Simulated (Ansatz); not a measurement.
Geometry relaxation of SnGe₁₅ (part 2 of 2)

The same run, continued: SnGe₁₅ (F-43m, 16 atoms in the cell); DFT PBEsol, scalar-relativistic, plane waves, PAW, no spin polarisation (Ansatz 0.2.0); cutoff 420 eV, 6×6×6 k-mesh, Gaussian smearing of 0.1 eV. The structure was built on a prototype by a generator; it need not be a known phase.

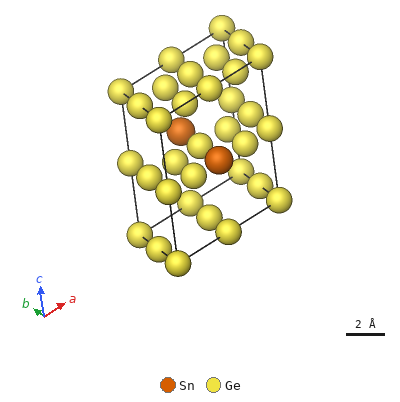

Fig. 1: The geometry at step 3 of the log (spheres-only view of the cell of the calculation, seen slightly off an axis).

Output, continued:
```
  k-point 1: bands = ["-16.6303", "-16.6282", "-16.6282", "-16.6202", "-16.6202", "-16.6189", "-16.6009", "-16.6009", "-16.5963", "-16.5952", "-16.5952", "-16.5682", "-16.5682", "-16.5664", "-16.5664", "-16.5526", "-16.5526", "-16.5441", "-16.5394", "-16.5394", "-16.5333", "-16.5333", "-16.5305", "-16.5077", "-16.5077", "-16.5059", "-16.4988", "-16.4988", "-16.4907", "-16.4880", "-16.4874", "-16.4874", "-16.4606", "-16.4606", "-16.4436", "-16.4249", "-16.4249", "-16.4222", "-16.4173", "-16.4125", "-16.4125", "-16.4020", "-16.4020", "-16.3969", "-16.3862", "-16.3862", "-16.3851", "-16.3790", "-16.3790", "-16.3549", "-16.3549", "-16.3517", "-16.3338", "-16.3338", "-16.3328", "-16.3113", "-16.3100", "-16.3100", "-16.2954", "-16.2954", "-16.2943", "-16.2937", "-16.2937", "-16.2922", "-16.2773", "-16.2760", "-16.2760", "-16.2539", "-16.2538", "-16.2538", "-16.2518", "-16.2518", "-16.2193", "-16.2192", "-16.2192", "-13.0481", "-13.0481", "-13.0481", "-13.0051", "-13.0051", "-4.2383", "-2.5821", "-2.3090", "-2.3090", "-2.1297", "-1.1498", "-1.1498", "-0.9189", "0.0117", "0.0117", "0.2464", "0.8160", "0.8160", "0.9169", "1.2632", "4.9631", "4.9631", "4.9905", "5.2848", "5.3311", "5.3311", "6.0563", "6.0563", "6.2084", "6.6571", "6.6821", "6.6821", "6.7484", "6.9998", "6.9998", "8.1274", "8.1274", "8.2951", "8.8146", "8.9019", "8.9019", "8.9565", "9.0341", "9.0341", "9.3366", "9.5319", "9.5319", "9.6953", "10.9661", "10.9661", "11.1014", "11.6865", "11.6865", "11.7853", "11.9555", "11.9555", "12.1444", "12.3083", "12.3083", "14.7655"]
  k-point 2: bands = ["-16.6364", "-16.6320", "-16.6320", "-16.6216", "-16.6216", "-16.6190", "-16.6046", "-16.6046", "-16.5978", "-16.5968", "-16.5968", "-16.5719", "-16.5719", "-16.5681", "-16.5638", "-16.5508", "-16.5508", "-16.5444", "-16.5337", "-16.5337", "-16.5267", "-16.5267", "-16.5183", "-16.5072", "-16.5072", "-16.5008", "-16.4875", "-16.4849", "-16.4849", "-16.4803", "-16.4780", "-16.4780", "-16.4613", "-16.4613", "-16.4500", "-16.4377", "-16.4284", "-16.4284", "-16.4235", "-16.4235", "-16.4181", "-16.4086", "-16.4086", "-16.3988", "-16.3915", "-16.3915", "-16.3876", "-16.3796", "-16.3796", "-16.3558", "-16.3558", "-16.3477", "-16.3364", "-16.3364", "-16.3347", "-16.3121", "-16.3087", "-16.3087", "-16.2963", "-16.2963", "-16.2931", "-16.2929", "-16.2929", "-16.2898", "-16.2774", "-16.2740", "-16.2740", "-16.2525", "-16.2517", "-16.2517", "-16.2493", "-16.2493", "-16.2195", "-16.2192", "-16.2192", "-13.0481", "-13.0481", "-13.0481", "-13.0051", "-13.0051", "-3.9962", "-3.0931", "-2.1782", "-2.1782", "-2.0488", "-1.6040", "-1.6040", "-1.3106", "0.5649", "0.5649", "0.6886", "0.9300", "0.9300", "1.1601", "2.2645", "4.5749", "4.5749", "4.5848", "4.9832", "5.1218", "5.1218", "5.4379", "5.5090", "5.5533", "5.5533", "6.2770", "6.3444", "6.3444", "7.1196", "7.1196", "7.7885", "7.7885", "8.4479", "8.9353", "9.2040", "9.2040", "9.2790", "9.7151", "9.7151", "9.9396", "10.7597", "10.7850", "10.7850", "11.4211", "11.4211", "11.8296", "11.8296", "11.9309", "11.9566", "11.9566", "12.3793", "13.0060", "13.1692", "13.1692", "14.3568"]
  k-point 15: bands = ["-16.6404", "-16.6365", "-16.6331", "-16.6289", "-16.6230", "-16.6198", "-16.6087", "-16.6030", "-16.6025", "-16.6011", "-16.5975", "-16.5784", "-16.5724", "-16.5721", "-16.5651", "-16.5504", "-16.5387", "-16.5383", "-16.5349", "-16.5245", "-16.5157", "-16.5138", "-16.5092", "-16.4977", "-16.4976", "-16.4908", "-16.4900", "-16.4864", "-16.4849", "-16.4710", "-16.4629", "-16.4621", "-16.4584", "-16.4579", "-16.4503", "-16.4459", "-16.4447", "-16.4346", "-16.4311", "-16.4278", "-16.4220", "-16.4203", "-16.4174", "-16.4118", "-16.4035", "-16.3952", "-16.3932", "-16.3853", "-16.3803", "-16.3554", "-16.3536", "-16.3459", "-16.3385", "-16.3356", "-16.3346", "-16.3154", "-16.3099", "-16.3089", "-16.2976", "-16.2973", "-16.2927", "-16.2917", "-16.2903", "-16.2873", "-16.2745", "-16.2726", "-16.2716", "-16.2515", "-16.2502", "-16.2488", "-16.2478", "-16.2456", "-16.2198", "-16.2192", "-16.2189", "-13.0481", "-13.0480", "-13.0480", "-13.0051", "-13.0051", "-3.3104", "-3.2069", "-3.0108", "-2.8557", "-1.9466", "-1.8062", "-1.2468", "-1.0480", "0.2276", "0.3881", "0.9676", "1.1272", "2.4796", "2.6008", "3.1692", "3.3505", "4.0541", "4.0765", "4.1110", "4.1858", "5.0479", "5.0484", "5.1626", "5.1658", "5.7863", "5.8270", "6.0191", "6.0816", "6.4556", "6.5134", "6.8557", "6.9192", "9.8028", "9.8486", "10.3039", "10.3408", "10.5826", "10.5948", "10.8855", "11.0795", "11.1751", "11.1923", "11.4521", "11.4598", "12.4943", "12.5067", "12.6648", "12.6843", "12.7825", "12.8352", "12.8730", "12.9014", "13.0598", "13.1905", "13.1977"]
--- Relaxed structure (3 steps of the walk, 3 accepted, 1 SCFs on fresh bases) ---
  F+E_penalty+E_count = -69751.89556500 eV   max|allowed force component| = 1.550e-3 eV/Å   (the final SCF, on the basis selected at the relaxed cell)
  cell:  # Å, volume = 377.2708 Å³
    - [1.4075965240874066e-33, 5.735100853260526, -5.735100853260526]
    - [5.735100853260526, 5.735100853260526, -1.0270359253805174e-32]
    - [5.735100853260526, 8.45513296708612e-33, -5.735100853260526]
  atoms:
    - { symbol: Sn, position: [0.5, 0.0, 0.5] }
    - { symbol: Ge, position: [0.4997806325241168, 0.5002193674758832, 0.4997806325241168] }
    - { symbol: Ge, position: [0.00021936747588319205, -0.00021936747588319205, 0.4997806325241168] }
    - { symbol: Ge, position: [0.00021936747588324756, 0.5002193674758832, 0.49978063252411675] }
    - { symbol: Ge, position: [0.4997806325241168, -0.00021936747588319205, 0.00021936747588319205] }
    - { symbol: Ge, position: [0.49978063252411675, 0.5002193674758832, 0.00021936747588324756] }
    - { symbol: Ge, position: [0.00021936747588320983, -0.0002193674758832098, 0.00021936747588320978] }
    - { symbol: Ge, position: [-7.678367525084719e-21, 0.5, -7.678367525084719e-21] }
    - { symbol: Ge, position: [0.3705270109266406, 0.38841896722007846, 0.3705270109266406] }
    - { symbol: Ge, position: [0.3705270109266406, 0.8705270109266408, 0.3705270109266406] }
    - { symbol: Ge, position: [0.8751711943137553, 0.37517119431375534, 0.3744864170587344] }
    - { symbol: Ge, position: [0.8884189672200785, 0.870527010926641, 0.3705270109266404] }
    - { symbol: Ge, position: [0.3744864170587344, 0.37517119431375534, 0.8751711943137553] }
    - { symbol: Ge, position: [0.3705270109266404, 0.870527010926641, 0.8884189672200785] }
    - { symbol: Ge, position: [0.8751711943137552, 0.37517119431375545, 0.8751711943137552] }
    - { symbol: Ge, position: [0.8751711943137552, 0.8744864170587348, 0.8751711943137552] }
```

Trajectory as extended XYZ (Å, eV, eV/Å), 4 frames, from step=1 to step=4:
```
16
Lattice="0.0000 5.7363 -5.7363 5.7363 5.7363 0.0000 5.7363 0.0000 -5.7363" Properties=species:S:1:pos:R:3:forces:R:3 step=1 energy=-69751.89372 pressure_GPa=-0.06
Sn    2.8682    2.8682   -5.7363    0.0000   0.0000   0.0000
Ge    5.7363    5.7363   -5.7374    0.0000   0.0000   0.0417
Ge    2.8693    0.0000   -2.8682   -0.0417   0.0000   0.0000
Ge    5.7363    2.8671   -2.8682    0.0000   0.0417   0.0000
Ge    0.0000    2.8693   -2.8682    0.0000  -0.0417   0.0000
Ge    2.8671    5.7363   -2.8682    0.0417   0.0000   0.0000
Ge    0.0000    0.0000    0.0011    0.0000   0.0000  -0.0417
Ge    2.8682    2.8682    0.0000    0.0000   0.0000   0.0000
Ge    4.3576    4.3576   -4.2469   -0.0543  -0.0543  -0.0543
Ge    7.1151    7.1151   -4.2469    0.0543   0.0543  -0.0543
Ge    4.3002    7.1725   -7.1683   -0.0027   0.0027   0.0027
Ge    7.1151   10.0939   -7.2258    0.0543  -0.0543   0.0543
Ge    7.1725    4.3002   -7.1683    0.0027  -0.0027   0.0027
Ge   10.0939    7.1151   -7.2258   -0.0543   0.0543   0.0543
Ge    7.1725    7.1725  -10.0407    0.0027   0.0027  -0.0027
Ge   10.0365   10.0365  -10.0407   -0.0027  -0.0027  -0.0027
16
Lattice="0.0000 5.7339 -5.7339 5.7339 5.7339 0.0000 5.7339 0.0000 -5.7339" Properties=species:S:1:pos:R:3:forces:R:3 step=2 energy=-69751.89419 pressure_GPa=0.05
Sn    2.8670    2.8670   -5.7339    0.0000   0.0000   0.0000
Ge    5.7339    5.7339   -5.7295    0.0000   0.0000  -0.0179
Ge    2.8625    0.0000   -2.8670    0.0179   0.0000   0.0000
Ge    5.7339    2.8715   -2.8670    0.0000  -0.0179   0.0000
Ge    0.0000    2.8625   -2.8670    0.0000   0.0179   0.0000
Ge    2.8715    5.7339   -2.8670   -0.0179   0.0000   0.0000
Ge    0.0000    0.0000   -0.0045    0.0000   0.0000   0.0179
Ge    2.8670    2.8670    0.0000    0.0000   0.0000   0.0000
Ge    4.3478    4.3478   -4.2531    0.0552   0.0552   0.0552
Ge    7.1201    7.1201   -4.2531   -0.0552  -0.0552   0.0552
Ge    4.2988    7.1691   -7.1658   -0.0020   0.0020   0.0020
Ge    7.1201   10.0818   -7.2148   -0.0552   0.0552  -0.0552
Ge    7.1691    4.2988   -7.1658    0.0020  -0.0020   0.0020
Ge   10.0818    7.1201   -7.2148    0.0552  -0.0552  -0.0552
Ge    7.1691    7.1691  -10.0360    0.0020   0.0020  -0.0020
Ge   10.0328   10.0328  -10.0360   -0.0020  -0.0020  -0.0020
16
Lattice="0.0000 5.7351 -5.7351 5.7351 5.7351 0.0000 5.7351 0.0000 -5.7351" Properties=species:S:1:pos:R:3:forces:R:3 step=3 energy=-69751.89559 pressure_GPa=-0.00
Sn    2.8676    2.8676   -5.7351    0.0000   0.0000   0.0000
Ge    5.7351    5.7351   -5.7326    0.0000   0.0000   0.0015
Ge    2.8650    0.0000   -2.8676   -0.0015   0.0000   0.0000
Ge    5.7351    2.8701   -2.8676    0.0000   0.0015   0.0000
Ge    0.0000    2.8650   -2.8676    0.0000  -0.0015   0.0000
Ge    2.8701    5.7351   -2.8676    0.0015   0.0000   0.0000
Ge    0.0000    0.0000   -0.0025    0.0000   0.0000  -0.0015
Ge    2.8676    2.8676    0.0000    0.0000   0.0000   0.0000
Ge    4.3526    4.3526   -4.2500   -0.0001  -0.0001  -0.0001
Ge    7.1176    7.1176   -4.2500    0.0001   0.0001  -0.0001
Ge    4.2994    7.1708   -7.1669   -0.0006   0.0006   0.0006
Ge    7.1176   10.0877   -7.2202    0.0001  -0.0001   0.0001
Ge    7.1708    4.2994   -7.1669    0.0006  -0.0006   0.0006
Ge   10.0877    7.1176   -7.2202   -0.0001   0.0001   0.0001
Ge    7.1708    7.1708  -10.0384    0.0006   0.0006  -0.0006
Ge   10.0345   10.0345  -10.0384   -0.0006  -0.0006  -0.0006
16
Lattice="0.0000 5.7351 -5.7351 5.7351 5.7351 0.0000 5.7351 0.0000 -5.7351" Properties=species:S:1:pos:R:3:forces:R:3 step=4 energy=-69751.89556 pressure_GPa=-0.00
Sn    2.8676    2.8676   -5.7351    0.0000   0.0000   0.0000
Ge    5.7351    5.7351   -5.7326    0.0000   0.0000   0.0015
Ge    2.8650    0.0000   -2.8676   -0.0015   0.0000   0.0000
Ge    5.7351    2.8701   -2.8676    0.0000   0.0015   0.0000
Ge    0.0000    2.8650   -2.8676    0.0000  -0.0015   0.0000
Ge    2.8701    5.7351   -2.8676    0.0015   0.0000   0.0000
Ge    0.0000    0.0000   -0.0025    0.0000   0.0000  -0.0015
Ge    2.8676    2.8676    0.0000    0.0000   0.0000   0.0000
Ge    4.3526    4.3526   -4.2500   -0.0001  -0.0001  -0.0001
Ge    7.1176    7.1176   -4.2500    0.0001   0.0001  -0.0001
Ge    4.2994    7.1708   -7.1669   -0.0006   0.0006   0.0006
Ge    7.1176   10.0877   -7.2202    0.0001  -0.0001   0.0001
Ge    7.1708    4.2994   -7.1669    0.0006  -0.0006   0.0006
Ge   10.0877    7.1176   -7.2202   -0.0001   0.0001   0.0001
Ge    7.1708    7.1708  -10.0384    0.0006   0.0006  -0.0006
Ge   10.0345   10.0345  -10.0384   -0.0006  -0.0006  -0.0006
```

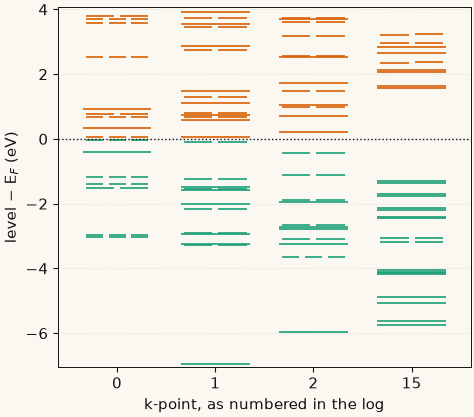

Fig. 2: Kohn–Sham levels near the Fermi level (dotted) at the few k-points that the log prints; levels within 0.02 eV of each other stand side by side. The system is metallic on the full mesh.

The run was set up as follows.

Input:
```yaml
crystal:
  lattice:
    - [0.0, 5.7363382403, -5.7363382403]
    - [5.7363382403, 5.7363382403, 0.0]
    - [5.7363382403, 0.0, -5.7363382403]
  atoms:
    - { symbol: Sn, position: [0.5, 0.0, 0.5] }
    - { symbol: Ge, position: [0.5000956381, 0.4999043619, 0.5000956381] }
    - { symbol: Ge, position: [-9.56381e-05, 9.56381e-05, 0.5000956381] }
    - { symbol: Ge, position: [-9.56381e-05, 0.4999043619, 0.5000956381] }
    - { symbol: Ge, position: [0.5000956381, 9.56381e-05, -9.56381e-05] }
    - { symbol: Ge, position: [0.5000956381, 0.4999043619, -9.56381e-05] }
    - { symbol: Ge, position: [-9.56381e-05, 9.56381e-05, -9.56381e-05] }
    - { symbol: Ge, position: [0.0, 0.5, 0.0] }
    - { symbol: Ge, position: [0.3701766237, 0.389470129, 0.3701766237] }
    - { symbol: Ge, position: [0.3701766237, 0.8701766237, 0.3701766237] }
    - { symbol: Ge, position: [0.8751819076, 0.3751819076, 0.3744542771] }
    - { symbol: Ge, position: [0.889470129, 0.8701766237, 0.3701766237] }
    - { symbol: Ge, position: [0.3744542771, 0.3751819076, 0.8751819076] }
    - { symbol: Ge, position: [0.3701766237, 0.8701766237, 0.889470129] }
    - { symbol: Ge, position: [0.8751819076, 0.3751819076, 0.8751819076] }
    - { symbol: Ge, position: [0.8751819076, 0.8744542771, 0.8751819076] }
basis:
  ecutwfc: 420
kpoints:
  mp_grid: { grid: [6, 6, 6] }
hamiltonian:
  xc: pbesol
scf:
  occupations: { method: gaussian, width: 0.1 }
output:
  forces: true
  stress: true
  eigenvalues: true
relax:
  adjacent_minimum: "off"
  f_tol: 0.005
  max_steps: 80
  cell: { stress_tol: 0.05 }
```

Launch command:
```bash
ansatz run input.yaml --threads 4 --pin off --max-ram 10240MiB --backend cpu --events-out ev --progress --plain --runs-dir out
```

Summary:

| quantity | value |
| --- | --- |
| outcome | converged |
| space group (tolerance 0.01 Å) | F-43m (216) |
| electrons treated | 224 |
| free energy | −69751.8956 eV |
| Fermi energy | 8.228 eV |
| gap on the k-point mesh | none (metallic) |
| pressure | 0.00 GPa |
| final volume | 377.27 Å³ |
| largest force (length of the vector) at the end | 0.002 eV/Å |
| final cell | a = 8.111 Å, b = 8.111 Å, c = 8.111 Å, α = 60.00°, β = 60.00°, γ = 60.00° |
| hardware | 4 threads of Intel Xeon @ 2.70GHz, 189 GiB of memory available, shared host |
| wall time | 86 s (CPU time 5.5 min) |
| peak memory | 1.6 GiB |
